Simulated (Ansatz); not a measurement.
**A series of single points on Sn**

System: Sn (Im-3m, 1 atom in the cell).
Method: Kohn-Sham DFT of a periodic cell, PBE, all-electron LAPW, scalar-relativistic, no spin polarisation (Ansatz 0.2.0).

The 7 runs differ only in the geometry, by an even scaling of the cell at fixed fractional positions. The structure derives from a Materials Project entry.

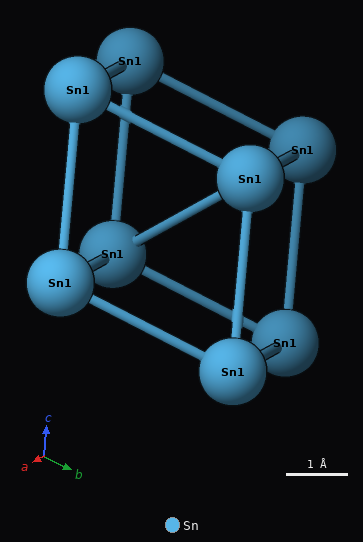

Figure 1. The structure of run 4 (ball-and-stick view of the cell of the calculation, seen slightly off an axis; atoms are numbered from 1 in the order of the input).

### Input of run 4
```yaml
crystal:
  lattice:
    - [-1.8946518192, 1.8946518192, 1.8946518192]
    - [1.8946518192, -1.8946518192, 1.8946518192]
    - [1.8946518192, 1.8946518192, -1.8946518192]
  atoms:
    - { symbol: Sn, position: [0.0, 0.0, 0.0] }
kpoints:
  mp_grid: { grid: [10, 10, 10] }
scf:
  occupations: { method: fermi_dirac, width: 0.05 }
hamiltonian:
  xc: pbe
  pseudopotentials: { kind: all_electron, lapw: { basis_error: 0.0005 } }
output:
  forces: true
  stress: true
  eigenvalues: true
```

Command:
```bash
ansatz run input.yaml --threads 1 --pin off --max-ram 3072MiB --backend cpu --events-out ev --progress --plain --runs-dir out
```

Lattice vectors (Å) and fractional positions of run 4:
```
  -1.894652    1.894652    1.894652
   1.894652   -1.894652    1.894652
   1.894652    1.894652   -1.894652
Sn  0.000000  0.000000  0.000000
```

Run 6 differs from it as follows:
```diff
-    - [-1.8946518192, 1.8946518192, 1.8946518192]
-    - [1.8946518192, -1.8946518192, 1.8946518192]
-    - [1.8946518192, 1.8946518192, -1.8946518192]
+    - [-1.9195843076, 1.9195843076, 1.9195843076]
+    - [1.9195843076, -1.9195843076, 1.9195843076]
+    - [1.9195843076, 1.9195843076, -1.9195843076]
```

### Results, with one run withheld

| run | volume per atom (Å³) | free energy per atom, from the lowest run given (meV) | pressure (GPa) |
| --- | --- | --- | --- |
| 1 | 25.573 | 23.21 | 4.01 |
| 2 | 26.117 | 11.78 | 2.74 |
| 3 | 26.661 | 4.42 | 1.62 |
| 4 | 27.205 | 0.62 | 0.63 |
| 5 | 27.749 | 0.00 | −0.25 |
| 6 | 28.293 | ? | ? |
| 7 | 28.837 | 6.97 | −1.75 |

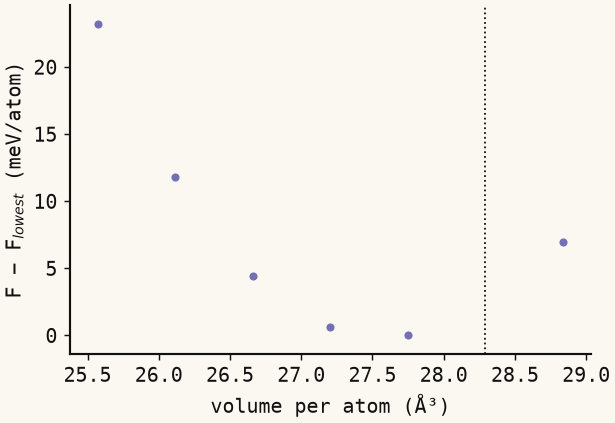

Figure 2. Free energy per atom of the runs given; the dotted line marks run 6.

Estimate the energy of run 6 from the others.

A cubic polynomial in V^(−2/3) (the Birch–Murnaghan form), fitted to the 6 runs given, misses them by at most 0.01 meV per atom. With x = V^(−2/3) − 0.11114 Å⁻², it reads F = 1.7173 + 2297 x + 7.2166e+05 x² + 3.1316e+06 x³ (meV per atom). At run 6 it gives 2.23 meV per atom, and the run itself gives 2.21. The slope of the fit gives a pressure −dF/dV of −1.04 GPa there, and the run prints −1.04 GPa. The fit has its minimum at 27.586 Å³ per atom, where V d²F/dV² gives 43.8 GPa: the bulk modulus at this level, since symmetry fixes the shape and the positions.

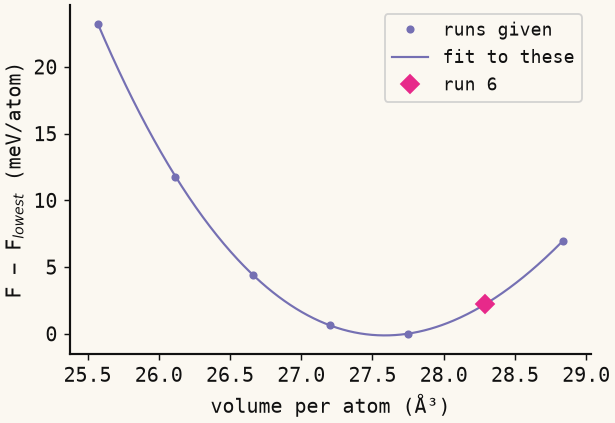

Figure 3. The fit and the withheld run.

### Output, shortened to warnings, some set-up lines, iterations and results (run 6)
```
Basis set: ecut = 179.12649346202627 eV, 141 PW (Γ), exchange–correlation at level 2
Symmetry: 48 space group operations
k-points: 47 of 1000
Initial density: superposition of atomic densities (chi_scale 0.1, normalization cell)
[...]
SCF iter   1: F=—  HF=-168089.361472 eV  |F-HF|=—  |Δ(HF+E_count)|=         —  Δρ=4.75e-3  dr2=4.11e-3  ethr=1.85e-5  ⟨swp⟩=3.8  Hψ=5208  notcnv=0
SCF iter   2: F=—  HF=-168089.349866 eV  |F-HF|=—  |Δ(HF+E_count)|=   1.16e-2  Δρ=2.79e-3  dr2=1.62e-3  ethr=1.85e-5  ⟨swp⟩=2.0  Hψ=2028  notcnv=0
SCF iter   3: F=—  HF=-168089.349196 eV  |F-HF|=—  |Δ(HF+E_count)|=   6.70e-4  Δρ=1.51e-3  dr2=5.83e-4  ethr=7.34e-6  ⟨swp⟩=2.0  Hψ=2028  notcnv=0
SCF iter   4: F=—  HF=-168089.349242 eV  |F-HF|=—  |Δ(HF+E_count)|=   4.59e-5  Δρ=7.01e-4  dr2=1.58e-4  ethr=2.65e-6  ⟨swp⟩=2.0  Hψ=2028  notcnv=0
SCF iter   5: F=—  HF=-168089.349334 eV  |F-HF|=—  |Δ(HF+E_count)|=   9.16e-5  Δρ=1.50e-4  dr2=9.66e-6  ethr=4.40e-8  ⟨swp⟩=2.0  Hψ=3475  notcnv=0
SCF iter   6: F=—  HF=-168089.349335 eV  |F-HF|=—  |Δ(HF+E_count)|=   9.65e-7  Δρ=5.13e-5  dr2=7.85e-7  ethr=4.39e-8  ⟨swp⟩=2.0  Hψ=2028  notcnv=0
SCF iter   7: F=-168089.349335 eV  HF=-168089.349335 eV  |F-HF|=2.29e-8  |Δ(HF+E_count)|=   2.44e-7  Δρ=1.16e-5  dr2=3.95e-8  ethr=3.57e-9  ⟨swp⟩=2.0  Hψ=2028  notcnv=0
SCF 1 converged in 7 iterations: F = -168089.349335 eV  dr2 = 3.95e-8
SCF converged after 7 iterations
Free energy (F): -168089.349335 eV
Harris-Foulkes:  -168089.349335 eV  (|F-HF|=2.29e-8)
Internal energy: -168089.341572 eV  (E = F + TS)
E sigma→0 (E₀):  -168089.345453 eV
Entropy (-TS):   -0.007763 eV (-7.763 meV/atom)
Fermi energy:    13.058676 eV
--- Per-component energies (eV) ---
  E_band       = -714.870433
  E_kinetic    = 176782.694534
  E_xc         = -4497.256635
  E_electrostatic = -340374.779471  (all electrons and nuclei)
  E_smearing   = -0.007763  (= −TS)
  E_closure    = 0.000000  (closes the sum)
  E_atoms      = -168085.610346  (free atoms, spherical and without spin; not in F)
  Σ components = -168089.349335   (vs F -168089.349335, Δ=0.00e0)
  Basis errors (estimates in eV, not in F): energy 1.2e-4 per atom: plane waves 1.2e-4 (6.2e-5 summed), levels above the bands 2.2e-91, relativity 1.3e-9, radial functions 1.7e-6, core shells 1.3e-10; eigenvalues (radial functions only) 1.2e-5; not estimated: angular momenta, meshes, grids; target …
--- Forces (eV/Å), atoms counted from 1 ---
  atom   1  Sn     0.00000000    -0.00000000    -0.00000000
  max |Σ_I F_I| component: 2.26e-32 eV/Å
--- Stress (GPa, compression-positive) ---
       -1.038502       0.000000       0.000000
        0.000000      -1.038502      -0.000000
        0.000000      -0.000000      -1.038502
  P = ⅓ Tr σ = -1.0385 GPa (-10.385 kbar)
```
